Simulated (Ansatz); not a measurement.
# Rhodium, fcc under r²SCAN: testing the Fermi-Dirac smearing, part 2 of 2

How small must the Fermi-Dirac smearing width be for energy and pressure to settle? The geometry was relaxed under r²SCAN beforehand and stays fixed; 6 values are run, from 0.01 to 1.0 eV. Wanted are the values from which on the energy stays within 10 and 1 meV/atom, and the pressure within 0.5 GPa, of the narrowest run. Within the series other settings stay, but some runs also write fields, which adds to their time. Spin polarisation is left out.

Ansatz 0.2.0; DFT r²SCAN, plane waves with PAW, scalar-relativistic.

**7. With a width of 1.0 eV**

The run at 1.0 eV.

input.yaml

```yaml
crystal:
  lattice:
    - [0.0, 1.9008071574, 1.9008071574]
    - [1.9008071574, 0.0, 1.9008071574]
    - [1.9008071574, 1.9008071574, 0.0]
  atoms:
    - { symbol: Rh, position: [0.0, 0.0, 0.0] }
hamiltonian:
  xc: r2scan
  pseudopotentials:
    kind: paw
    azcp:
      Rh: "pseudopotentials/Rh.paw.azcp"
basis:
  ecutwfc: 500
  fft_grid_basis: typed
kpoints:
  mp_grid: { grid: [14, 14, 14], shift: [0, 0, 0] }
magnetization:
  spin_polarized: false
scf:
  occupations: { method: fermi_dirac, width: 1.0 }
  lower_state_search: "off"
output:
  stress: true
  write_density: true
  write_potential: true
  elf: true
  volumetric_format: npy
```

The run is started by

```bash
$ ansatz run input.yaml --threads 2 --pin off --max-ram 5120MiB --backend cpu --events-out ev --progress --plain --runs-dir out
```

Log:

```text
Warning: RAYON_NUM_THREADS=2 ignored (pool sized by the plan → 2); use --threads N
band count auto-derived: 15 (N_el = 17.0; filled up to band 9; 13 by the electrons, moments and atoms)
Engine: ansatz 0.2.0, aarch64-unknown-linux-gnu
Pseudopotentials: kind: paw
Pseudopotential: Rh, paw, valence charge 17, recommended cutoff 500 eV (meta_gga), <dir>
Functional definition: r2SCAN
  parameter k0 = 0.174
  parameter k1 = 0.065
  parameter a1 = 4.9479
  exchange = r2scan_x(k0 = k0, k1 = k1, a1 = a1)
  correlation = r2scan_c
Crystal: 1 atoms, lattice volume = 13.735 Å³
Basis set: ecut = 500 eV, 339 PW (Γ), exchange–correlation on 80×80×80 points (64 copies of the dense FFT grid, shifted against one another)
Bands: 15, of which v1, the nominal top of the filled ones, is band 9 counted from 1 (8 counted from 0)
Symmetry: 48 space group operations
Space group: Fm-3m (ITA 225), of the structure as read, at distance tolerance 2.4e-5 Å
k-points: 104 of 2744
Non-local potential: Rh, projectors of the file, l = 0: 3, l = 1: 2, l = 2: 2, l = 3: 1
PAW form: soft (Blöchl's): semilocal exchange-correlation on the pseudo side does not see the compensation charge
PAW frozen core: Rh, regenerated for the run's functional (the file was generated under x = pbe(κ = 0.804, μ = 0.2195149727645171), c = pbe(β = 0.06672455060314922))
PAW one-centre angular grid: Rh, 590 points (default); XC on 160 Gauss nodes
Initial density: superposition of atomic densities (neutral atoms: chi_scale 0, normalization atom), corrected by the library's trained network
Initial wavefunctions: pseudopotential atomic-orbital guess
Functional: x = r2scan, c = r2scan; τ floored in thin density (d = 2e-4 eV/Å³)
SCF iter   1: F=-6417.093440 eV  HF=-6417.096096 eV  |F-HF|=2.66e-3  |Δ(HF+E_count)|=         —  Δρ=2.47e-2  dr2=3.23e-2  dr2_τ=8.32e-3  ethr=1.77e-3  ⟨swp⟩=4.8  Hψ=8267  notcnv=0
preconditioner: auto → none  [metal: Δε(μ)=0.035 eV  Ē_g=19.206 eV  σ=1.000 eV  W_gap=0.01  n_scr=0 (ndim 8)  ℏωp=30.1 eV  f_vac=0.000  D(μ)=1.01/eV (n_scr^D=14)]
SCF iter   2: F=-6417.101327 eV  HF=-6417.101447 eV  |F-HF|=1.21e-4  |Δ(HF+E_count)|=   5.35e-3  Δρ=1.18e-2  dr2=3.74e-3  dr2_τ=1.62e-3  ethr=1.90e-4  ⟨swp⟩=2.4  Hψ=3182  notcnv=0
SCF iter   3: F=-6417.101746 eV  HF=-6417.101773 eV  |F-HF|=2.73e-5  |Δ(HF+E_count)|=   3.26e-4  Δρ=5.39e-3  dr2=9.30e-4  dr2_τ=7.79e-5  ethr=2.20e-5  ⟨swp⟩=1.8  Hψ=2459  notcnv=0
SCF iter   4: F=-6417.101847 eV  HF=-6417.101847 eV  |F-HF|=1.91e-8  |Δ(HF+E_count)|=   7.46e-5  Δρ=3.18e-4  dr2=1.03e-5  dr2_τ=1.88e-6  ethr=5.47e-6  ⟨swp⟩=2.5  Hψ=3013  notcnv=0
SCF iter   5: F=-6417.101852 eV  HF=-6417.101851 eV  |F-HF|=1.47e-6  |Δ(HF+E_count)|=   3.18e-6  Δρ=1.49e-4  dr2=1.72e-6  dr2_τ=2.36e-7  ethr=6.08e-8  ⟨swp⟩=2.3  Hψ=2100  notcnv=0
SCF iter   6: F=-6417.101853 eV  HF=-6417.101853 eV  |F-HF|=1.89e-8  |Δ(HF+E_count)|=   2.33e-6  Δρ=1.24e-5  dr2=2.11e-8  dr2_τ=4.43e-10  ethr=5.88e-10  ⟨swp⟩=7.0  Hψ=10820  notcnv=0
SCF 1 converged in 6 iterations: F = -6417.101853 eV  dr2 = 2.11e-8
SCF converged after 6 iterations
Free energy (F): -6417.101853 eV
Harris-Foulkes:  -6417.101853 eV  (|F-HF|=1.89e-8)
Internal energy: -6413.883035 eV  (E = F + TS)
E sigma→0 (E₀):  -6415.492444 eV
Entropy (-TS):   -3.218818 eV (-3218.818 meV/atom)
Fermi energy:    22.595207 eV
--- Per-component energies (eV) ---
  E_band       = -98.340593
  E_kinetic    = 574.630709
  E_local      = -1566.904066  (includes V_loc(G=0)·N_el)
  E_nonlocal   = 357.279786
  E_hartree    = 552.471662
  E_xc         = -216.670673
  E_vxc        = -313.884745  (∫ρ·V_xc dr)
  E_paw        = -3604.875112  (= ΣΔE_a)
  E_vpaw       = -275.623545  (= ΣTr[D̂ρ^β])
  E_aug_tail   = 0.000695  (compensation charges beyond the density's cutoff)
  E_vtau       = 21.212936  (kinetic-family band-sum trace: ∫τ·v_τ [+ j·A + Jᵃ·Aᵃ] dr)
  E_ewald      = -2509.446077
  E_core_change = -0.369959  (= ΣΔE_core)
  E_smearing   = -3.218818  (= −TS)
  E_closure    = 0.000000  (closes the sum)
  Σ components = -6417.101853   (vs F -6417.101853, Δ=0.00e0)
--- Stress (GPa, compression-positive) ---
       24.681551      -0.000000       0.000000
       -0.000000      24.681551       0.000000
        0.000000      -0.000000      24.681551
  P = ⅓ Tr σ = 24.6816 GPa (246.816 kbar)
--- Band table (eV; the first three rows and the last of 104) ---
  k-point 0: bands = ["-58.7126", "-25.3690", "-25.3690", "-25.3690", "14.1032", "19.1670", "19.1670", "19.1670", "21.2980", "21.2980", "38.7053", "44.3462", "44.3462", "44.3462", "50.5067"]
  k-point 1: bands = ["-58.7065", "-25.4091", "-25.3744", "-25.3744", "14.3169", "19.0727", "19.2498", "19.2498", "21.2528", "21.2528", "39.0098", "43.2935", "44.6552", "44.6552", "51.6260"]
  k-point 2: bands = ["-58.6894", "-25.5205", "-25.3894", "-25.3894", "14.9074", "18.8711", "19.4401", "19.4401", "21.1866", "21.1866", "39.7516", "41.3025", "45.5359", "45.5359", "51.1782"]
  k-point 103: bands = ["-58.5475", "-25.9334", "-25.8331", "-25.6634", "17.0103", "17.8164", "19.0543", "21.1989", "23.4054", "31.3975", "33.3910", "34.2151", "35.5483", "48.0104", "49.6707"]
```

Run time: 2.4 s. Hardware: 2 threads of Arm Neoverse V1, shared host; peak memory 0.31 GiB.

**8. All values side by side**

Energies count from the run at 0.01 eV.

| smearing (eV) | F (meV/atom) | E(σ → 0) (meV/atom) | P (GPa) | SCF cycles | CPU time |
| --- | --- | --- | --- | --- | --- |
| 0.01 | 0.00 | 0.00 | -0.38 | 6 | 3 s |
| 0.03 | -1.83 | 0.07 | -0.34 | 6 | 3 s |
| 0.2 | -84.00 | 2.80 | 1.33 | 6 | 3.9 s |
| 0.3 | -191.70 | -0.57 | 3.26 | 6 | 3 s |
| 0.6 | -726.87 | -54.00 | 11.23 | 6 | 3.1 s |
| 1.0 | -1827.97 | -218.72 | 24.68 | 6 | 4.5 s |

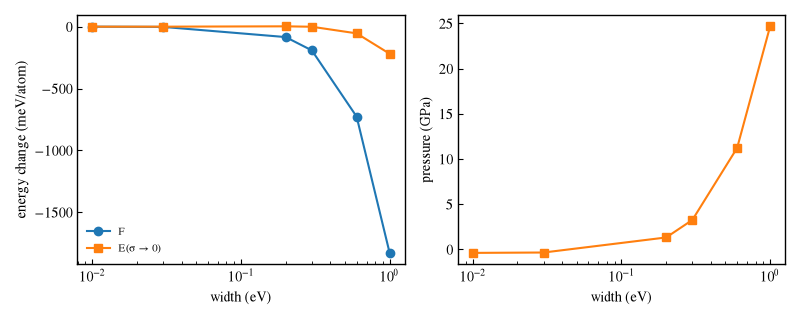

Energy and pressure against the Fermi-Dirac smearing width.

**9. What came out**

What follows sums up all 2 parts.

| quantity | value |
| --- | --- |
| E(σ → 0) stays within 10 meV/atom of 0.01 eV | up to 0.3 eV |
| E(σ → 0) stays within 1 meV/atom | up to 0.03 eV |
| pressure stays within 0.5 GPa | up to 0.03 eV |
| pressure at 0.01 eV | -0.38 GPa |
| energy of a separate run on a finer mesh (23×23×23) | +0.8 meV/atom from 0.01 eV |

**Reading.** At 1.0 eV the energy differs by -218.7 meV/atom and the pressure by +25.1 GPa. Over the range F shifts by -1828.0 meV/atom, while E(σ → 0) shifts by -218.7. With this scheme F falls about as the square of the width. The mesh (14×14×14) is fixed, so the narrowest widths carry a k-point error of their own. The yardstick itself is unsettled by 0.8 meV/atom against the finer mesh, so the thresholds above hold only within this series, and wider smearing, which averages over more states, can land nearer the fine-mesh value than the narrowest does.
